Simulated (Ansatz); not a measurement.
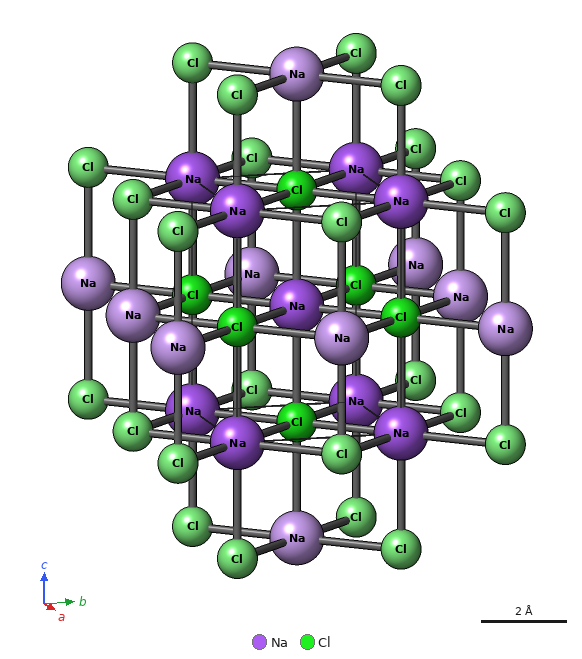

An orthographic ball-and-stick view of the structure, slightly off an axis. One conventional unit cell is framed, with atoms on its boundary repeated. Bonds that leave the box are completed with the atoms at their other ends, in fainter colours.

NaCl, space group Immm (No. 71), a = 3.899 Å, b = 4.028 Å, c = 5.605 Å, α = 90.00°, β = 90.00°, γ = 90.00°. The structure comes from a structure type filled with these elements by a generator (whether the compound takes this form wasn't checked). The cell was then strained or its atoms displaced on purpose. It was run through Ansatz as a DFT input.

This one geometry was computed with Ansatz (DFT, plane waves, PAW) at three levels of theory: r2SCAN, PBE and HSE06. It was relaxed with r2SCAN and then strained.

**How does the band gap change with the level of theory?**

PBE: a gap of 5.11 eV, direct; r2SCAN: a gap of 5.90 eV, direct; HSE06: a gap of 6.49 eV, direct.

**Collect the results in a table.**

| level | cutoff (eV) | k-mesh of the run's cell | gap (eV) | pressure (GPa) |
| --- | --- | --- | --- | --- |
| r2SCAN | 500 | 8×8×8 | 5.90 | 0.0 |
| PBE | 420 | 8×8×8 | 5.11 | 1.3 |
| HSE06 | 420 | 6×6×6 | 6.49 | 0.7 |

Gaps are taken on the k-mesh or band path of each run.
